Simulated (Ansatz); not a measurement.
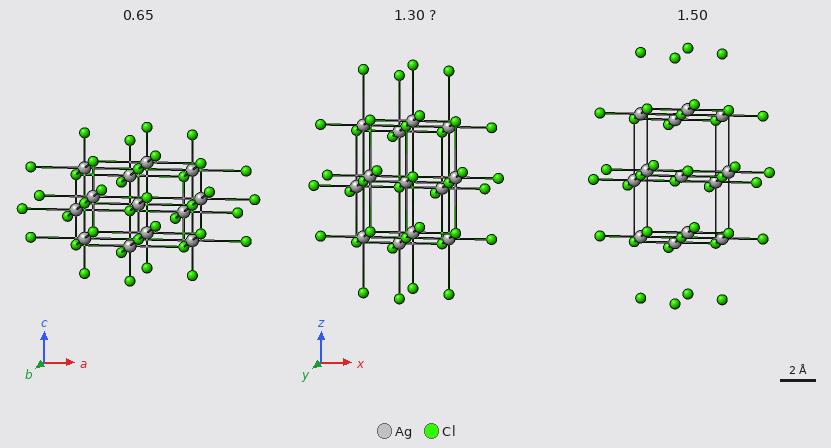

A crystal of AgCl (Fm-3m): the ratio of the cell's length along z to its lengths across, counted as 1 for the reference, is changed at fixed volume (a tetragonal or Bain path), with the atoms kept at their fractional coordinates. x, y and z are the Cartesian axes of the input. Style: ball-and-stick. Shown: the conventional cell (4 times the calculation's cell), along the b axis, with a slight tilt. Lengths and directions refer to the drawn axes.

These are results of Ansatz, DFT PBE, scalar-relativistic, plane waves, PAW, not measurements. Set-up: plane-wave cutoff 420 eV; k-point mesh 10 × 10 × 10; occupations gaussian; smearing width 0.05 eV; no spin polarisation. Energies (free energies at the smearing named) are counted from the cell as listed in its source, which wasn't relaxed.

```
axial ratio over its reference value  energy change (meV/atom)
                               0.650                       706
                               0.707                       330
                               0.780                       116
                               0.850                        38
                               0.920                         8
                               0.960                         2
                               1.000                         0
                               1.050                         3
                               1.100                        11
                               1.200                        45
                               1.300                         ?
                               1.414                       218
                               1.500                       334
```

**Estimate the missing energy from the other rows, and compare with the calculation.**

A straight line between the two neighbours gives 126 meV/atom. A cubic through the four nearest rows (1.100, 1.200, 1.414, 1.500) gives, with Lagrange weights, (−0.1815)(11) + (0.7103)(45) + (0.6922)(218) + (−0.2209)(334) = 107 meV/atom. The calculation gives 107 meV/atom, so the cubic is right to the digits shown and the straight line 19 meV/atom too high, as the curve bends upwards here.

The whole profile:

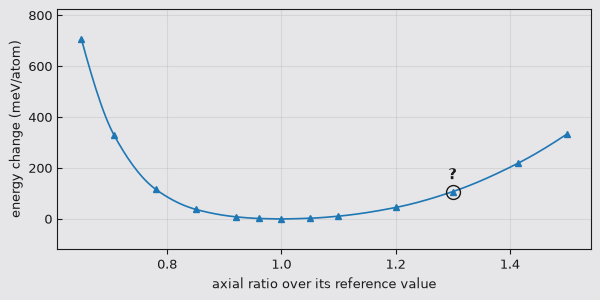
